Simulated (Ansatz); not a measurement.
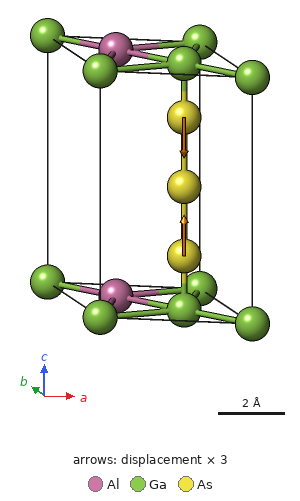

A relaxation of a crystal of AlGa2As3 (a generated structure, set up in P-6m2) (coarse preliminary run). The starting structure is drawn; orange arrows show the displacements (the part carried along by the change of the cell is left out), magnified 3 times.

Style: ball-and-stick. Shown: the cell of the calculation, slightly off an axis.

Level of theory: DFT PBE, scalar-relativistic, plane waves, PAW in Ansatz. Settings: plane-wave cutoff 420 eV; k-point mesh 6 × 6 × 2; occupations gaussian; smearing width 0.1 eV; no spin polarisation; cell and atoms relaxed; force threshold 0.04 eV/Å; at most 70 steps.

Which element moves most?

Arsenic: up to 0.44 Å, against 0.00 Å for gallium.

Describe the change and its energy.

The energy falls by 2193 meV per atom in 9 accepted moves (11 points after the start). Largest force component: 25 eV/Å at the start, 0.0015 eV/Å at the end. The pressure goes from 40.71 to 0.00 GPa. At 2 points the geometry stayed and the basis and grid were re-selected for the new cell (energy shift of 22.7 meV per atom at most each time). The largest moves relative to the cell, 0.44 Å, are those of As atoms. Ga and Al stay in place. The drawn cell changes as follows: a = b 4.719 → 4.718 Å (0.0 %), c 7.750 → 9.803 Å (+26.5 %); the volume changes by +26.5 %. Some distances before and after: As–Ga 1.695 → 2.579 Å, As–As 2.180 → 2.323 Å. The space group stays P-6m2 (No. 187).

Limits of the set-up: the k-point mesh is coarse for a cell with partly filled bands.
